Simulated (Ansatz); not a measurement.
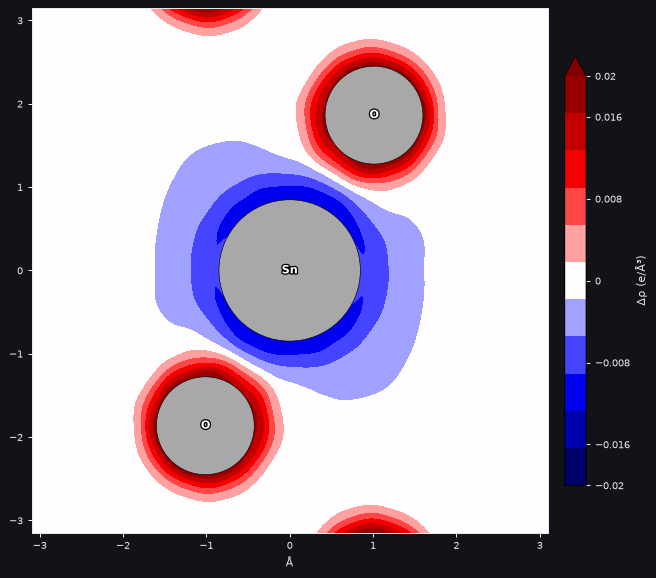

SnO2. Difference of the valence pseudo-densities of two functionals at the same geometry, on the (110) plane of the calculation cell: PBE less LDA.

Space group P-3m1; a structure generated by program, which may or may not match a known phase.

Both computed with Ansatz (plane waves, PAW), on the same k-point mesh. Grey discs cover the atomic cores.

```
CELL_PARAMETERS angstrom
3.22780 0.00000 0.00000
-1.61390 2.79535 0.00000
0.00000 0.00000 5.48987
ATOMIC_POSITIONS crystal
Sn 0.00000 0.00000 0.00000
O 0.33333 0.66667 0.18429
O 0.66667 0.33333 0.81571
```

What does the difference map show?

Against LDA, PBE gives less density around Sn (−0.009 e/Å³ on average at 1.0 Å from the nucleus), more density around O (+0.009 e/Å³ on average at 0.7 Å from the nucleus) and a change of −0.008 e/Å³ at the midpoint of Sn–O.
